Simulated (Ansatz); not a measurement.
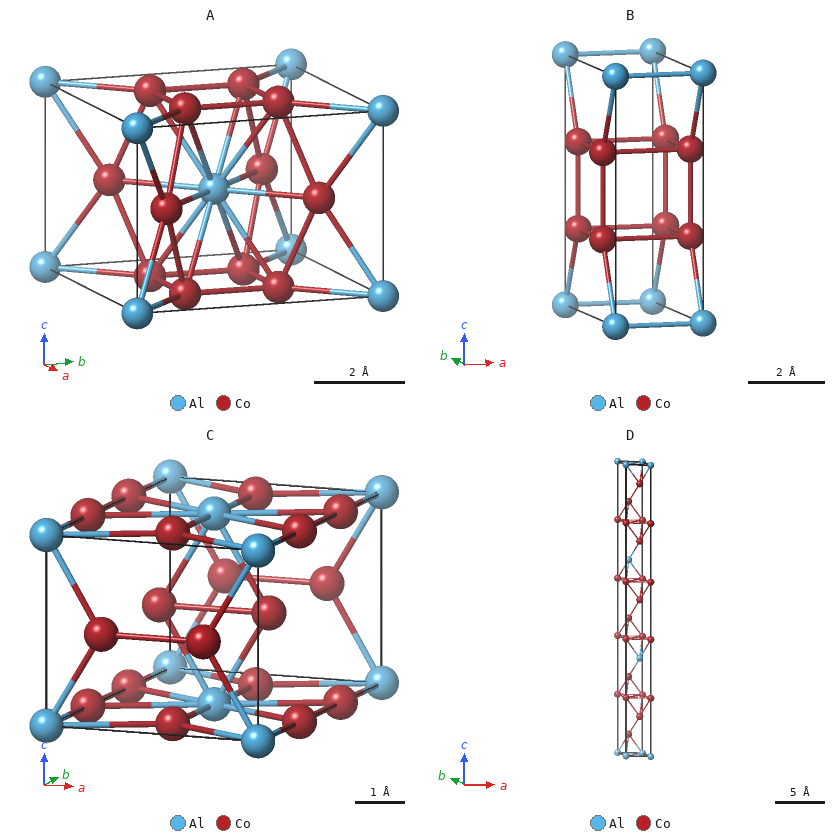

Four structures of AlCo$_{4}$, each relaxed to rest (conventional cells in solid outline, small ones repeated, each panel with its own scale). Method: Ansatz, DFT PBE, scalar-relativistic, plane waves, PAW, with collinear spins.

> Name the structure in each panel.

A: 10 atoms a cell on a body-centred tetragonal lattice, I4/mmm; B: 5 atoms a cell on a primitive orthorhombic lattice, Pmmm; C: 10 atoms a cell on a base-centred orthorhombic lattice, Cmmm; D: 15 atoms a cell on a rhombohedral (trigonal R) lattice, R-3m.

> Rank them by energy, lowest first.

D, then C (+404 meV/atom), A (+479 meV/atom) and B (+760 meV/atom), energies at zero smearing.

> Collect the results in a table.

| panel | structure | E − E(lowest) (meV/atom) | volume (Å³/atom) | gap (eV) |
| --- | --- | --- | --- | --- |
| D | R-3m | 0 | 11.5 | metal |
| C | Cmmm | 404 | 13.1 | metal |
| A | I4/mmm | 479 | 14.4 | metal |
| B | Pmmm | 760 | 14.7 | metal |

Some of these may be structure types tried for this composition rather than known phases, and the most stable form need not be among them. Gaps are taken on the k-mesh or band path of each run.
